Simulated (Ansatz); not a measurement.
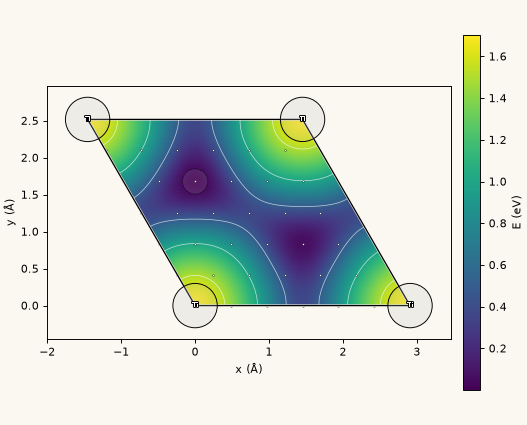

H on a Ti(111) slab cut from the Fm-3m phase, its upper half relaxed before the scan (3 atoms of substrate and one adsorbate in a 1 × 1 cell). H is moved over the surface cell; relaxed at each place: the height of the adsorbate's atoms; substrate rigid; the origin of the map has the adsorbate above Ti3. Places are given modulo a cell vector. The map is drawn in real space over the plane of the surface. The scan uses a 6 × 6 grid; 10 points were computed and 26 follow by symmetry. All energies are given in eV relative to the lowest grid point. With one adsorbate in each 1 × 1 cell, its nearest image is 2.9 Å away, so neighbouring adsorbates interact. The calculation used DFT PBE, scalar-relativistic, plane waves, PAW (Ansatz 0.2.0). Settings: cutoff 420 eV, k-mesh 9×9×1, gaussian smearing 0.1 eV, no spin polarisation.

The picture shows a smooth colour map with a few white contour lines, dots at the grid points, labelled circles for the atoms of the top layer and small ones for the second layer, the outline of one cell of the plane. Between grid points the surface is interpolated.

The lowest grid point is at a threefold hollow over a second-layer Ti atom, (2/6, 4/6) of the cell vectors. A higher local minimum lies near a threefold hollow over a third-layer Ti atom, (4/6, 2/6) of the cell vectors (0.06 eV above the lowest at that grid point). The highest grid point, the top site over a surface Ti atom, (0/6, 0/6) of the cell vectors, lies 1.70 eV above the lowest. On the interpolated surface the easiest way out of the lowest well to the well at a threefold hollow over a third-layer Ti atom, (4/6, 2/6) of the cell vectors passes a barrier of about 0.37 eV. At the lowest point the adsorbate has 3 Ti at 1.96 Å as nearest neighbours, at the highest 1 Ti at 1.76 Å. Its relaxed height above the top atom is 1.02 Å at the lowest and 1.76 Å at the highest point.

H is replaced by C; all else is set up alike.

### How does the landscape change?

The lowest place stays at a threefold hollow over a second-layer Ti atom, (2/6, 4/6) of the cell vectors. The span from the lowest to the highest grid point grows from 1.70 to 2.54 eV. The easiest pass out of the lowest well goes from about 0.37 to about 0.57 eV on the interpolated surfaces. Higher wells of the new map: a threefold hollow over a third-layer Ti atom, (4/6, 2/6) of the cell vectors, 0.09 eV up (that grid point lay 0.06 eV up before). In the new map: at the lowest point the adsorbate has 3 Ti at 1.90 Å as nearest neighbours, at the highest 1 Ti at 1.98 Å. Its relaxed height above the top atom is 0.88 Å at the lowest and 1.98 Å at the highest point.

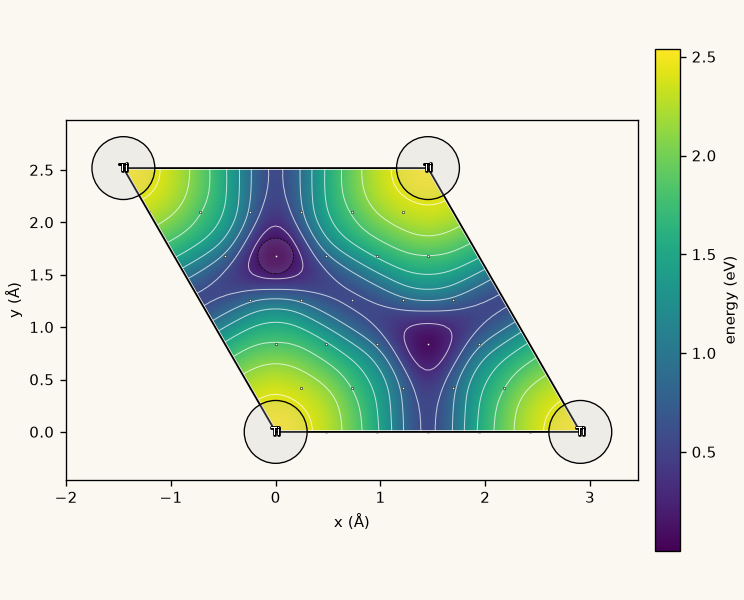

The map after the change, on a colour scale of its own. Drawn: a smooth colour map with a few white contour lines, dots at the grid points, labelled circles for the atoms of the top layer and small ones for the second layer, the outline of one cell of the plane. Between grid points the surface is interpolated.

PAW datasets: the set soft_1.
